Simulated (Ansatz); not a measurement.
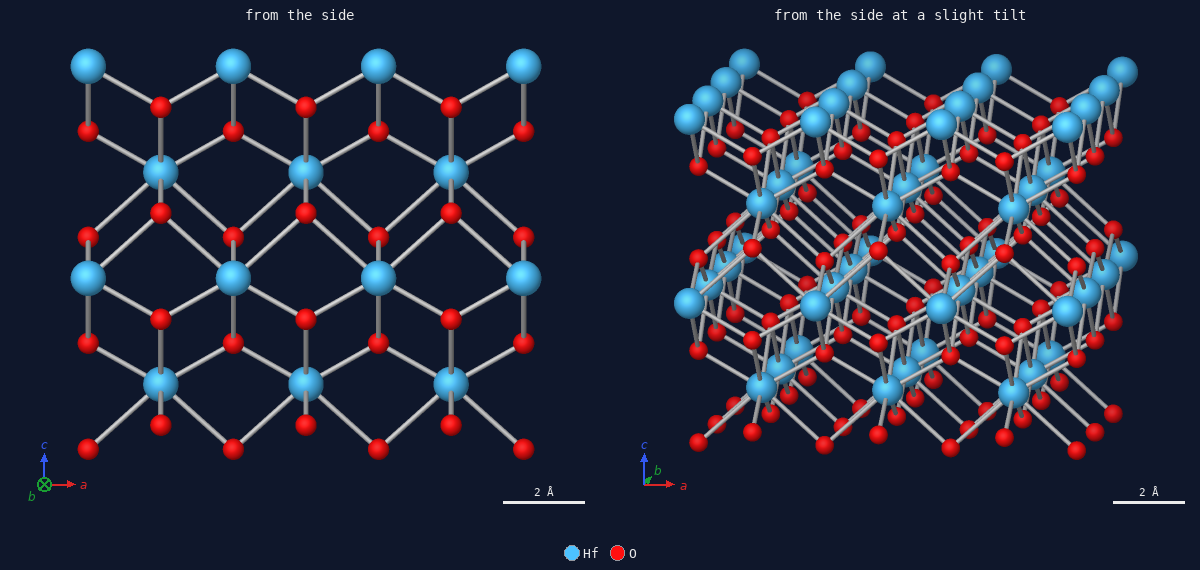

A ball-and-stick picture of a periodic slab, seen from the side and from the side at a slight tilt. The surface normal points up in side views; the vacuum is left out. 3×3 cells are drawn in the plane, with atoms at the edges repeated.

The cell holds 4 Hf, 8 O.

Give the termination of both faces.

The top face ends in Hf, the bottom face in O. The faces differ, so the slab can carry a dipole.

How far apart are the outermost atoms along the normal?

About 10 Å from the lowest to the highest atom.

The cell started as a structure listed in the Materials Project. The cell was then strained or its atoms displaced on purpose. A calculation with Ansatz used it as input.

At this level of theory the run's own cell isn't at rest (forces up to 2.5 eV/Å), so its distances can differ from those at equilibrium, the more so the softer the solid.
